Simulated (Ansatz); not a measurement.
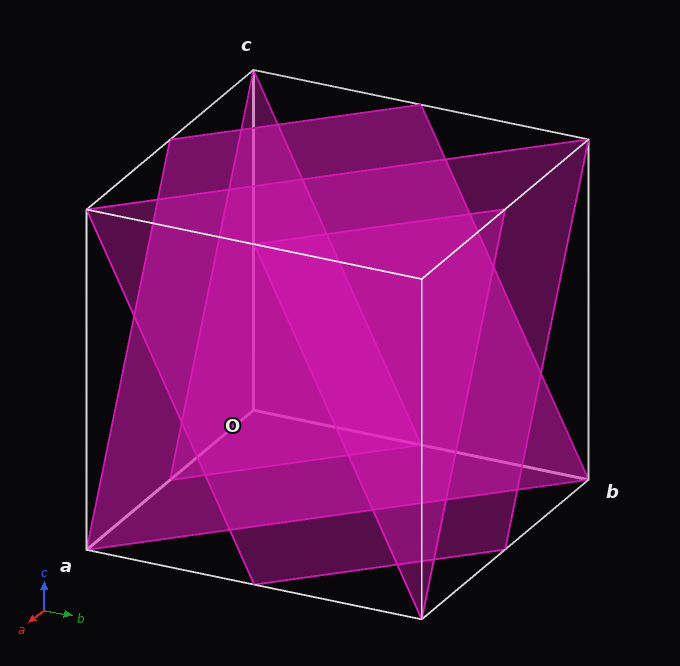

For Re, a calculation's input that goes back to an entry of the Crystallography Open Database (an earlier step may have relaxed or displaced it): every member of one family of equally spaced planes, hx + ky + lz = a whole number, that cuts the unit cell is shaded (one member passes through the origin O, touching the cell only at an edge or corner). All values are computed from the atomic coordinates in the standard setting (tolerance 0.002 Å).

a = 3.950 Å, b = 3.950 Å, c = 3.950 Å, α = 90.00°, β = 90.00°, γ = 90.00°.

Question: Index the planes.

Answer: (2 2 1); the opposite sign names the same planes. The member next to the origin meets the axes a at 1/2, b at 1/2, c at 1.

Question: What is the spacing?

Answer: d = 1.317 Å.

Question: The space group is Fm-3m (No. 225). How many reflections hkl are equivalent to this one (itself included), and does it occur?

Answer: 24 reflections are equivalent in the Laue class m-3m. The reflection is systematically absent, by the centring.
